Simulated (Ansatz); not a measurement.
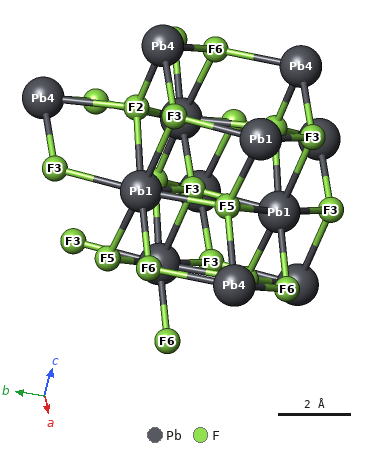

Starting structure of crystalline PbF2 (built on the database structure type). Style: ball-and-stick. Shown: the atoms within 5.0 Å of the atom that moves most (axes of the cell of the calculation, reduced to other axes), from a free direction. Lengths and directions refer to the drawn axes.

Case: shaken.

Theory: Ansatz 0.2.0, DFT, PBEsol, plane waves, PAW.

The input:
```yaml
crystal:
  lattice:
    - [0.0218437474, 5.8856418479, 5.8648541166]
    - [2.9898436364, -0.0314648322, 2.9748137642]
    - [2.9656233689, 2.9609873624, -0.0072445647]
  atoms:
    - { symbol: Pb, position: [-0.0001124304, -0.0220916902, -0.0096109806] }
    - { symbol: F, position: [0.3937119641, 0.7405240096, 0.6984370345] }
    - { symbol: F, position: [0.151089676, 0.233108682, 0.1932012129] }
    - { symbol: Pb, position: [0.505636361, -0.0458105565, 0.0144962927] }
    - { symbol: F, position: [0.8793127449, 0.709199781, 0.7471570892] }
    - { symbol: F, position: [0.6372495788, 0.2228439532, 0.251583704] }
kpoints:
  mp_grid: { grid: [6, 6, 6] }
hamiltonian:
  xc: pbesol
scf:
  occupations: { method: fermi_dirac, width: 0.05 }
relax:
  f_tol: 0.01
  cell: {}
  max_steps: 120
output:
  write_density: true
  write_potential: true
  elf: true
  volumetric_format: npy
```

Run as
```bash
ansatz run input.yaml --threads 2 --pin off --max-ram 2211MiB --backend cpu --events-out ev --progress --plain --runs-dir out
```

> What does the optimiser find from here?

The atom that moves furthest relative to the cell is F3 (0.15 Å along [2 1 −1]). By element the largest moves are F 0.15 Å, Pb 0.11 Å. The drawn cell changes as follows: a 4.191 → 4.171 Å (−0.5 %), b 4.218 → 4.171 Å (−1.1 %), c 7.190 → 7.223 Å (+0.5 %), α 106.4° → 106.8°, β 90.2° → 90.0°, γ 119.7° → 120.0°; the volume changes by −1.6 %. Near-neighbour distances that change, for instance: F2–Pb4 2.343 → 2.554 Å, F2–Pb4 (another image) 2.730 → 2.555 Å, F3–Pb4 2.420 → 2.554 Å, Pb1–F2 2.677 → 2.554 Å. Among the angles between lasting bonds that change: F3–Pb4–F5 173.5° → 180.0°, F2–Pb4–F3 76.2° → 70.5°, F3–Pb4–F6 115.1° → 109.5°. The space group (tolerance 0.01 Å) goes from P1 (No. 1) to Fm-3m (No. 225). The energy falls by 21.0 meV per atom in 4 accepted moves (6 points after the start). The largest force component goes from 0.44 to 0.00018 eV/Å. Pressure: −0.33 GPa at the start and −0.01 GPa at the end. At 2 points the geometry stayed and the basis and grid were re-selected for the new cell (energy shift of 0.7 meV per atom at most each time).

After the run, drawn alike:

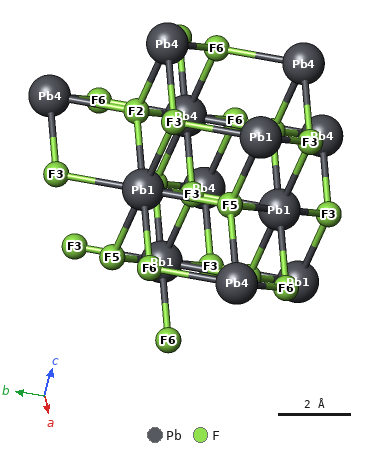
